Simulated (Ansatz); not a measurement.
Input

```
crystal:
  lattice:
    - [0.0, 2.2489367673, 2.2489367673]
    - [2.2489367673, 0.0, 2.2489367673]
    - [2.2489367673, 2.2489367673, 0.0]
  atoms:
    - { symbol: Ga, position: [0.0, 0.0, 0.0] }
    - { symbol: "N", position: [0.75, 0.75, 0.75] }
basis:
  ecutwfc: 500
kpoints:
  mp_grid: { grid: [12, 12, 12] }
hamiltonian:
  xc: r2scan
scf:
  occupations: { method: gaussian, width: 0.05 }
output:
  forces: true
  stress: true
  eigenvalues: true
  write_density: true
  write_potential: true
  elf: true
  volumetric_format: npy
```

Launched as:

```sh
ansatz run input.yaml --threads 1 --pin off --max-ram 2560MiB --backend cpu --events-out ev --progress --plain --runs-dir out
```

Below, planes, directions and counts refer to the conventional cell (a = 4.50 Å, b = 4.50 Å, c = 4.50 Å, α = 90.00°, β = 90.00°, γ = 90.00°).

Space group F-43m; a structure from a database of computed crystals, not necessarily the ambient phase.

Computed with DFT r2SCAN, scalar-relativistic, plane waves, PAW (Ansatz 0.2.0).

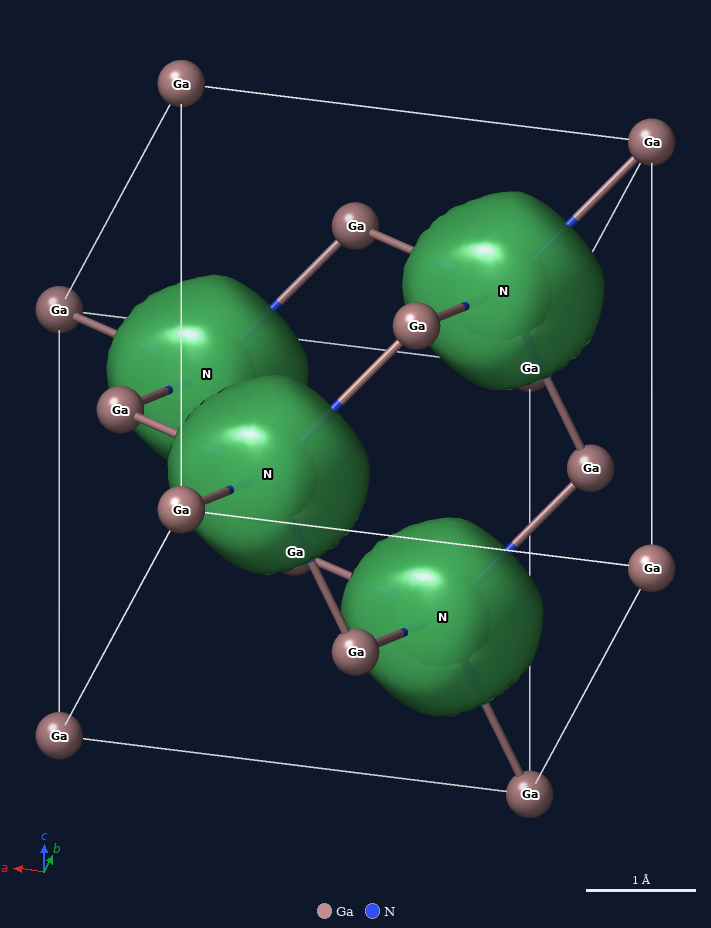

GaN. Isosurface of the ELF at 0.7 (green), seen at an oblique angle. Core shells and regions of very low density are left out. Sticks mark near contacts.

In a PAW calculation such maps are meaningful between the atoms, not at the nuclei.

**Describe the localisation domains.**

The surface consists of four regions wrapped around N (the valence shell of each), counted in one cell of 8 atoms. Any copies at cell faces, edges or corners count once. Along the contacts the grid gives the following. Ga–N (1.95 Å): the ELF peaks at about 0.85 in the valence shell of N, 0.7 Å from its nucleus, and is about 0.50 at the midpoint.

**Does the calculation make it a metal, or give it a gap?**

It is gapped, with a Kohn–Sham gap of 2.2 eV on the k-point mesh (the band edges may lie off the mesh, which would make the gap smaller).
